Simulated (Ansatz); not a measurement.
## Two runs on Eu

System: Eu (1 atom in the cell).
Method of the first run: Kohn-Sham DFT of a periodic cell, PBE, Ansatz PAW, spin-polarised (Ansatz 0.2.0).

The structure derives from an entry of the Crystallography Open Database. Text and figures count atoms from 1; the logs count them from 0 in places.

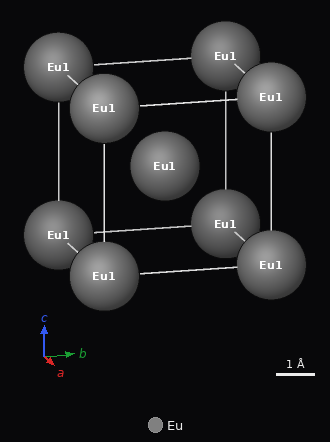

Fig. 1: The structure as given in the input (spheres-only view of the cell 2 times as large as that of the calculation, set on its symmetry axes, seen slightly off an axis; atoms are numbered from 1 in the order of the input). An atom can appear more than once, as a periodic image.

### The input, the first run
```yaml
crystal:
  lattice:
    - [-2.303, 2.303, 2.303]
    - [2.303, -2.303, 2.303]
    - [2.303, 2.303, -2.303]
  atoms:
    - { symbol: Eu, position: [0.0, 0.0, 0.0], spin: 4.73 }
hamiltonian:
  xc: pbe
  pseudopotentials: { kind: paw }
magnetization:
  spin_polarized: true
kpoints:
  mp_grid: { grid: [8, 8, 8] }
scf:
  occupations: { method: fermi_dirac, width: 0.05 }
output:
  forces: true
  stress: true
  eigenvalues: true
```

Launched with:
```bash
ansatz run input.yaml --threads 2 --pin off --max-ram 5632MiB --backend cpu --events-out ev --progress --plain --runs-dir out
```

Hardware: 2 threads of Arm Neoverse V2, 24 GiB of memory available, shared host.

### Output, shortened to warnings, some set-up lines, iterations and results (the first run)
```
Warning: where an SCF of this run starts from atoms to list the orders of its open shells, Eu (site 0, from 0) starts with 6.32 μB on its 4f shell, in the place of the 4.73 μB that the deck gives it: an open f shell starts with all that it can hold by Hund's first rule. To start from spheres of the given moment, type scf.initial_density.shell_occupations: []
Basis set: ecut = 420 eV, 959 PW (Γ), exchange–correlation on 54×54×54 points (8 copies of the dense FFT grid, shifted against one another)
Symmetry: 48 space group operations
k-points: 29 of 512
Initial density: superposition of atomic densities (chi_scale 0.1, normalization cell)
[...]
SCF iter   1: F=—  HF=-8765.274023 eV  |F-HF|=—  |Δ(HF+E_count)|=         —  Δρ=4.88e-2 (↑4.88e-2 ↓1.96e-2)  dr2=4.14e-1  dr2_m=4.90e-1  M=6.925 μB ∫|m|=6.925 μB  β_m=0.30  …
SCF iter   2: F=—  HF=-8765.618898 eV  |F-HF|=—  |Δ(HF+E_count)|=   3.45e-1  Δρ=3.01e-2 (↑3.01e-2 ↓1.38e-2)  dr2=1.33e-1  dr2_m=2.03e-1  M=6.961 μB ∫|m|=6.961 μB  β_m=0.46  …
SCF iter   3: F=—  HF=-8766.078880 eV  |F-HF|=—  |Δ(HF+E_count)|=   4.60e-1  Δρ=1.66e-2 (↑1.66e-2 ↓4.70e-3)  dr2=7.75e-2  dr2_m=4.58e-2  M=7.091 μB ∫|m|=7.091 μB  β_m=0.71  …
SCF iter   4: F=—  HF=-8766.405232 eV  |F-HF|=—  |Δ(HF+E_count)|=   3.26e-1  Δρ=5.29e-3 (↑5.29e-3 ↓3.00e-3)  dr2=4.09e-2  dr2_m=1.75e-3  M=7.299 μB ∫|m|=7.299 μB  β_m=0.85  …
SCF iter   5: F=—  HF=-8766.440571 eV  |F-HF|=—  |Δ(HF+E_count)|=   3.53e-2  Δρ=1.40e-3 (↑1.40e-3 ↓1.04e-3)  dr2=2.34e-3  dr2_m=1.67e-4  M=7.374 μB ∫|m|=7.374 μB  β_m=0.93  …
SCF iter   6: F=—  HF=-8766.443615 eV  |F-HF|=—  |Δ(HF+E_count)|=   3.04e-3  Δρ=1.17e-3 (↑1.17e-3 ↓3.57e-4)  dr2=1.09e-3  dr2_m=1.70e-4  M=7.349 μB ∫|m|=7.349 μB  β_m=0.96  …
SCF iter   7: F=—  HF=-8766.444016 eV  |F-HF|=—  |Δ(HF+E_count)|=   4.01e-4  Δρ=1.16e-4 (↑1.16e-4 ↓9.98e-5)  dr2=1.38e-5  dr2_m=3.16e-6  M=7.357 μB ∫|m|=7.357 μB  β_m=0.98  …
SCF iter   8: F=—  HF=-8766.439168 eV  |F-HF|=—  |Δ(HF+E_count)|=   4.85e-3  Δρ=3.92e-5 (↑3.63e-5 ↓3.92e-5)  dr2=3.28e-7  dr2_m=5.38e-7  M=7.363 μB ∫|m|=7.363 μB  β_m=0.99  …
SCF iter   9: F=—  HF=-8766.439175 eV  |F-HF|=—  |Δ(HF+E_count)|=   6.56e-6  Δρ=2.67e-5 (↑2.67e-5 ↓1.89e-5)  dr2=2.05e-7  dr2_m=1.88e-7  M=7.366 μB ∫|m|=7.366 μB  β_m=1.00  …
SCF iter  10: F=—  HF=-8766.439177 eV  |F-HF|=—  |Δ(HF+E_count)|=   2.06e-6  Δρ=1.67e-5 (↑1.67e-5 ↓6.61e-6)  dr2=1.10e-7  dr2_m=4.42e-8  M=7.368 μB ∫|m|=7.368 μB  β_m=1.00  …
SCF iter  11: F=—  HF=-8766.439177 eV  |F-HF|=—  |Δ(HF+E_count)|=   3.06e-7  Δρ=3.50e-6 (↑3.50e-6 ↓1.94e-6)  dr2=4.75e-9  dr2_m=2.42e-9  M=7.368 μB ∫|m|=7.368 μB  β_m=1.00  …
SCF iter  12: F=-8766.439177 eV  HF=-8766.439177 eV  |F-HF|=3.20e-10  |Δ(HF+E_count)|=   2.17e-8  Δρ=9.45e-7 (↑9.45e-7 ↓3.88e-7)  dr2=3.97e-10  dr2_m=1.33e-10  M=7.368 μB …
SCF 1 converged in 12 iterations: F = -8766.439177 eV  dr2 = 3.97e-10
the search or the solves at the SCF's close seem to have found levels that the self-consistency loop had missed (the run counts 1). By its estimate they hold under 1e-12 electrons; where the run keeps them, the occupations were computed again with them
SCF converged after 12 iterations
Magnetization: 7.3682 μB (12.1841 up, 4.8159 down)
Absolute magnetization: 7.3682 μB (∫|ρ↑−ρ↓|, with the PAW one-centre terms)
Spin contamination: 0.0042 ħ² per cell (⟨S²⟩ above its minimum at these occupations)
Per-site moments (μB) at R_I (Å): [(7.095441617619732, 1.6454266165553386)]
Free energy (F): -8766.439177 eV
Harris-Foulkes:  -8766.439177 eV  (|F-HF|=3.20e-10)
Internal energy: -8766.425744 eV  (E = F + TS)
E sigma→0 (E₀):  -8766.432461 eV
Entropy (-TS):   -0.013433 eV (-13.433 meV/atom)
Fermi energy:    7.664086 eV
--- Per-component energies (eV) ---
  E_band       = -72.169273
  E_kinetic    = 347.768295
  E_local      = -2292.360570  (includes V_loc(G=0)·N_el)
  E_nonlocal   = 476.868983
  E_hartree    = 910.179061
  E_xc         = -175.211649
  E_vxc        = -200.169146  (∫ρ·V_xc dr)
  E_paw        = -6389.655421  (= ΣΔE_a)
  E_vpaw       = -224.633830  (= ΣTr[D̂ρ^β])
  E_aug_tail   = -0.000000  (compensation charges beyond the density's cutoff)
  E_ewald      = -1644.014444
  E_smearing   = -0.013433  (= −TS)
  E_closure    = 0.000000  (closes the sum)
  Σ components = -8766.439177   (vs F -8766.439177, Δ=0.00e0)
--- Forces (eV/Å), atoms counted from 1 ---
  atom   1  Eu     0.00000000    -0.00000000     0.00000000
  max |Σ_I F_I| component: 5.42e-31 eV/Å
--- Stress (GPa, compression-positive) ---
       -1.576879      -0.000000       0.000000
        0.000000      -1.576879       0.000000
       -0.000000      -0.000000      -1.576879
  P = ⅓ Tr σ = -1.5769 GPa (-15.769 kbar)
```

For the second run the input was changed thus:
```diff
-    - { symbol: Eu, position: [0.0, 0.0, 0.0], spin: 4.73 }
+    - { symbol: Eu, position: [0.0, 0.0, 0.0], spin: 7.0 }
+  write_density: true
+  write_potential: true
+  elf: true
+  volumetric_format: npy
```

What does this change do to the results?

The energy is the same within 0.01 meV per atom. The SCF takes 11 iterations against 12.

### Output, shortened to warnings, some set-up lines, iterations and results (the second run)
```
Basis set: ecut = 420 eV, 959 PW (Γ), exchange–correlation on 54×54×54 points (8 copies of the dense FFT grid, shifted against one another)
Symmetry: 48 space group operations
k-points: 29 of 512
Initial density: superposition of atomic densities (chi_scale 0.1, normalization cell)
[...]
SCF iter   1: F=—  HF=-8765.302229 eV  |F-HF|=—  |Δ(HF+E_count)|=         —  Δρ=4.72e-2 (↑4.72e-2 ↓1.80e-2)  dr2=3.95e-1  dr2_m=4.50e-1  M=7.199 μB ∫|m|=7.199 μB  β_m=0.30  …
SCF iter   2: F=—  HF=-8765.640098 eV  |F-HF|=—  |Δ(HF+E_count)|=   3.38e-1  Δρ=2.94e-2 (↑2.94e-2 ↓1.27e-2)  dr2=1.33e-1  dr2_m=1.89e-1  M=7.199 μB ∫|m|=7.199 μB  β_m=0.47  …
SCF iter   3: F=—  HF=-8766.093199 eV  |F-HF|=—  |Δ(HF+E_count)|=   4.53e-1  Δρ=1.66e-2 (↑1.66e-2 ↓3.93e-3)  dr2=7.97e-2  dr2_m=4.34e-2  M=7.265 μB ∫|m|=7.265 μB  β_m=0.71  …
SCF iter   4: F=—  HF=-8766.411115 eV  |F-HF|=—  |Δ(HF+E_count)|=   3.18e-1  Δρ=5.12e-3 (↑5.12e-3 ↓2.88e-3)  dr2=3.71e-2  dr2_m=1.77e-3  M=7.366 μB ∫|m|=7.366 μB  β_m=0.85  …
SCF iter   5: F=—  HF=-8766.441256 eV  |F-HF|=—  |Δ(HF+E_count)|=   3.01e-2  Δρ=1.01e-3 (↑9.50e-4 ↓1.01e-3)  dr2=2.29e-3  dr2_m=7.51e-5  M=7.376 μB ∫|m|=7.376 μB  β_m=0.93  …
SCF iter   6: F=—  HF=-8766.442209 eV  |F-HF|=—  |Δ(HF+E_count)|=   9.53e-4  Δρ=8.22e-4 (↑8.22e-4 ↓3.07e-4)  dr2=6.73e-4  dr2_m=8.07e-5  M=7.364 μB ∫|m|=7.364 μB  β_m=0.96  …
SCF iter   7: F=—  HF=-8766.442368 eV  |F-HF|=—  |Δ(HF+E_count)|=   1.59e-4  Δρ=1.21e-4 (↑1.21e-4 ↓6.48e-5)  dr2=1.12e-5  dr2_m=2.08e-6  M=7.363 μB ∫|m|=7.363 μB  β_m=0.98  …
SCF iter   8: F=—  HF=-8766.439172 eV  |F-HF|=—  |Δ(HF+E_count)|=   3.20e-3  Δρ=4.66e-5 (↑4.66e-5 ↓2.11e-5)  dr2=8.01e-7  dr2_m=3.58e-7  M=7.366 μB ∫|m|=7.366 μB  β_m=0.99  …
SCF iter   9: F=—  HF=-8766.439177 eV  |F-HF|=—  |Δ(HF+E_count)|=   4.18e-6  Δρ=1.20e-5 (↑1.20e-5 ↓1.10e-5)  dr2=4.19e-8  dr2_m=4.98e-8  M=7.367 μB ∫|m|=7.367 μB  β_m=1.00  …
SCF iter  10: F=—  HF=-8766.439177 eV  |F-HF|=—  |Δ(HF+E_count)|=   6.49e-7  Δρ=8.71e-6 (↑8.71e-6 ↓3.93e-6)  dr2=3.38e-8  dr2_m=1.25e-8  M=7.368 μB ∫|m|=7.368 μB  β_m=1.00  …
SCF iter  11: F=-8766.439177 eV  HF=-8766.439177 eV  |F-HF|=5.32e-9  |Δ(HF+E_count)|=   1.03e-7  Δρ=3.91e-6 (↑3.91e-6 ↓8.25e-7)  dr2=5.15e-9  dr2_m=2.01e-9  M=7.368 μB …
SCF 1 converged in 11 iterations: F = -8766.439177 eV  dr2 = 5.15e-9
the search or the solves at the SCF's close seem to have found levels that the self-consistency loop had missed (the run counts 1). By its estimate they hold under 1e-12 electrons; where the run keeps them, the occupations were computed again with them
SCF converged after 11 iterations
Magnetization: 7.3681 μB (12.1841 up, 4.8159 down)
Absolute magnetization: 7.3681 μB (∫|ρ↑−ρ↓|, with the PAW one-centre terms)
Spin contamination: 0.0042 ħ² per cell (⟨S²⟩ above its minimum at these occupations)
Per-site moments (μB) at R_I (Å): [(7.09539438879229, 1.6454266165553386)]
Free energy (F): -8766.439177 eV
Harris-Foulkes:  -8766.439177 eV  (|F-HF|=5.32e-9)
Internal energy: -8766.425744 eV  (E = F + TS)
E sigma→0 (E₀):  -8766.432461 eV
Entropy (-TS):   -0.013433 eV (-13.433 meV/atom)
Fermi energy:    7.664103 eV
--- Per-component energies (eV) ---
  E_band       = -72.168395
  E_kinetic    = 347.768316
  E_local      = -2292.354660  (includes V_loc(G=0)·N_el)
  E_nonlocal   = 476.867100
  E_hartree    = 910.174517
  E_xc         = -175.211754
  E_vxc        = -200.169291  (∫ρ·V_xc dr)
  E_paw        = -6389.654820  (= ΣΔE_a)
  E_vpaw       = -224.632987  (= ΣTr[D̂ρ^β])
  E_aug_tail   = -0.000000  (compensation charges beyond the density's cutoff)
  E_ewald      = -1644.014444
  E_smearing   = -0.013433  (= −TS)
  E_closure    = 0.000000  (closes the sum)
  Σ components = -8766.439177   (vs F -8766.439177, Δ=0.00e0)
--- Forces (eV/Å), atoms counted from 1 ---
  atom   1  Eu     0.00000000    -0.00000000    -0.00000000
  max |Σ_I F_I| component: 4.93e-31 eV/Å
--- Stress (GPa, compression-positive) ---
       -1.577254      -0.000000      -0.000000
        0.000000      -1.577254      -0.000000
        0.000000       0.000000      -1.577254
  P = ⅓ Tr σ = -1.5773 GPa (-15.773 kbar)
```

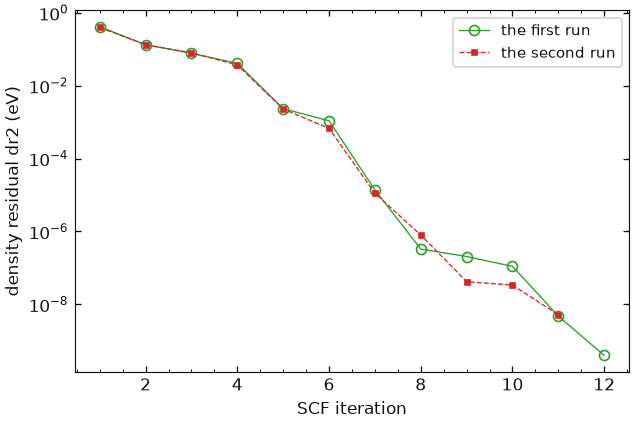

Fig. 2: Convergence of the two runs: density residual dr2 against the SCF iteration. The first run takes 12 iterations in all, and the second run takes 11.

### The two runs side by side

| quantity | the first run | the second run |
| --- | --- | --- |
| outcome | converged | converged |
| free energy per atom (eV) | −8766.4392 | −8766.4392 |
| energy per atom, smearing taken to zero (eV) | −8766.4325 | −8766.4325 |
| gap on the mesh (eV) | 0.00 | 0.00 |
| net moment of the cell (μB) | 7.37 | 7.37 |
| absolute moment of the cell (μB) | 7.37 | 7.37 |
| pressure (GPa) | −1.58 | −1.58 |
| largest force (eV/Å) | 0.000 | 0.000 |
| SCF iterations | 12 | 11 |
| irreducible k-points | 29 | 29 |
| plane waves at Γ | 959 | 959 |
| wall time (shared host) | 2.8 s | 2.8 s |
